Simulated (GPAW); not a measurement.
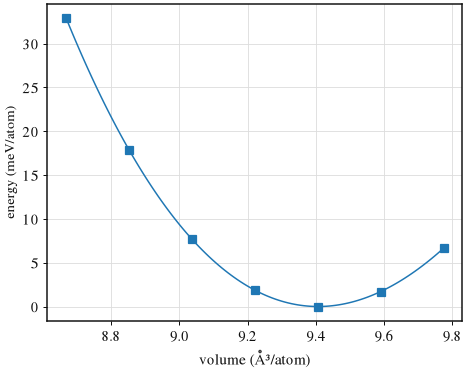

The figure shows the energy against volume for MgO, space group Fm-3m (No. 225).

Structure:
```
CELL_PARAMETERS angstrom
0.00000 2.09700 2.09700
2.09700 0.00000 2.09700
2.09700 2.09700 0.00000
ATOMIC_POSITIONS crystal
Mg 0.00000 0.00000 0.00000
O 0.50000 0.50000 0.50000
```

Calculation (GPAW 26.7.0): PAW DFT in plane waves, on a grid or in atomic orbitals, no spin polarisation; energies at scaled volumes of the given cell, shape and fractions fixed, counted from the fit's minimum, third-order Birch-Murnaghan fit. Level: PBEsol.

k mesh 11×11×11; occupations Fermi–Dirac; smearing width 0.05 eV; potentials PAW data sets made by gpaw setup for the functional; wave cutoff 800 eV; program settings basis pw.

This calculation gives: equilibrium volume 9.41 Å³/atom and bulk modulus 158 GPa.

Now O is replaced by Se on all its sites, which gives MgSe in the same structure. The second calculation uses k mesh 8×8×8. Predict the effect.

The equilibrium volume rises from 9.41 to 20.25 Å³/atom (+115 %) and the bulk modulus falls from 158 to 65 GPa (−59 %).

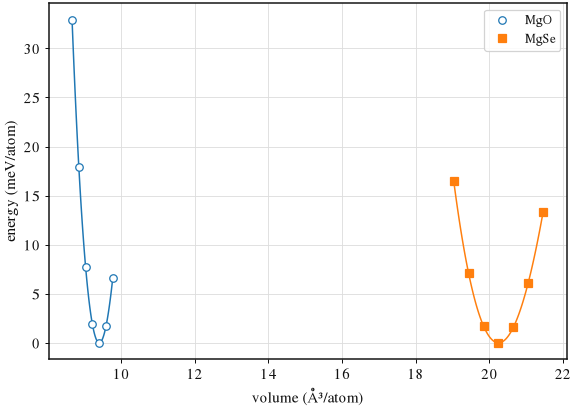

The two results together.

V0 and the bulk modulus come from third-order Birch–Murnaghan fits.
